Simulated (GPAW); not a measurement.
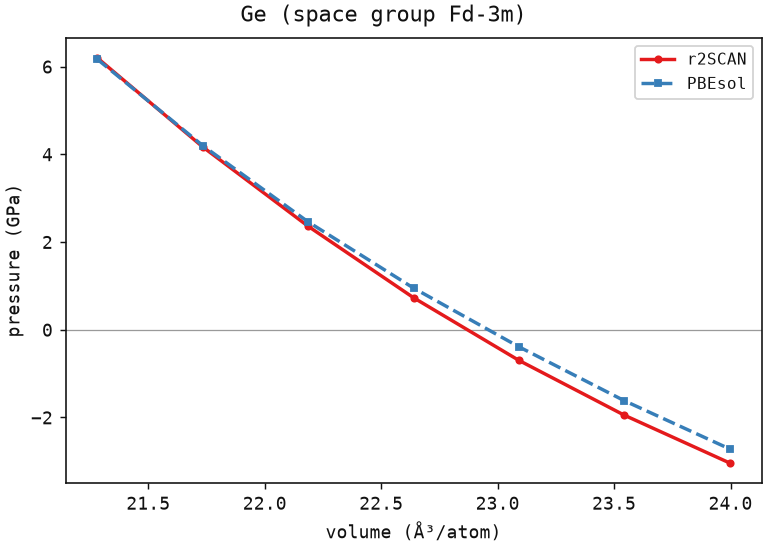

How it was computed, with GPAW 26.7.0: PAW DFT in plane waves, on a grid or in atomic orbitals, no spin polarisation; energies at scaled volumes of the given cell, shape and fractions fixed, counted from the fit's minimum, third-order Birch-Murnaghan fit. All runs: no spin polarisation.

- k mesh: 8×8×8
- occupations: Fermi–Dirac
- smearing width: 0.05 eV
- wave cutoff: 600 eV

Caption: Pressure against volume, with one curve for each functional, for Ge (space group Fd-3m).

Settings that differ: r2SCAN: potentials GPAW-PAW-data-sets-(gpaw-data-1.2.1); PBEsol: potentials PAW-data-sets-made-by gpaw-setup-for-the-functional.

The fitted equilibrium volumes, smallest first, are r2SCAN 22.876, PBEsol 22.959 Å³/atom. The fitted bulk moduli, smallest first, are PBEsol 67.2, r2SCAN 71.4 GPa. For r2SCAN, the pressure falls from 6.20 GPa at volume 21.28 Å³/atom to −3.04 GPa at 24.00 Å³/atom, and changes sign near 22.87 Å³/atom. For PBEsol, the pressure falls from 6.17 GPa at volume 21.28 Å³/atom to −2.72 GPa at 24.00 Å³/atom, and changes sign near 22.96 Å³/atom.
